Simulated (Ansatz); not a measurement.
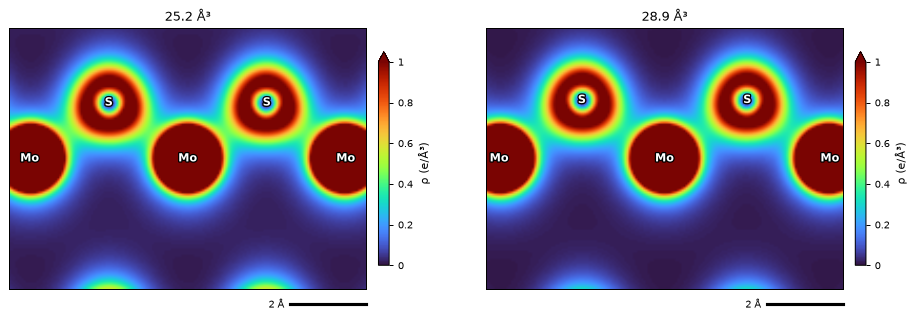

MoS. The valence pseudo-density of cells scaled evenly to different volumes (given per atom above each panel), on the (11̄0) plane of each (indices in the axes of the cell below), at one length scale and on one colour scale.

Started from the zinc blende prototype, which need not be the ambient phase; Hubbard U of 4.38 eV on Mo d only; spin-polarised.

Theory: Ansatz 0.2.0, DFT r2SCAN+U, scalar-relativistic, plane waves, PAW.

The largest cell:

```xyz
2
Lattice="0.0000 3.0683 3.0683 3.0683 0.0000 3.0683 3.0683 3.0683 0.0000" Properties=species:S:1:pos:R:3 pbc="T T T"
Mo    0.0000    0.0000    0.0000
S     1.5342    1.5342    1.5342
```

| volume (Å³/atom) | Mo–S contact in the plane (Å) | ρ at its midpoint (e/Å³) | pressure (GPa) | largest moment (μB) | 
| --- | --- | --- | --- | --- |
| 25.21 | 2.539 | 0.442 | 2.7 | 2.97 | 
| 27.31 | 2.608 | ? | ? | ? | 
| 28.89 | 2.657 | 0.359 | −4.4 | 3.20 | 

Estimate the missing row, and compare with the calculation.

Answer. Over the known rows ln ρ falls by 1.76 per Å of Mo–S distance (the line through the two), which gives 0.391 e/Å³ at 2.608 Å; the calculation gives 0.391 e/Å³. For the pressure, a straight line in volume between the neighbouring rows gives −1.4 GPa; the calculation gives −2.1, lower because pressure rises ever faster on compression. For the largest moment, a straight line in volume between the neighbouring rows gives 3.10 μB; the calculation gives 3.11.
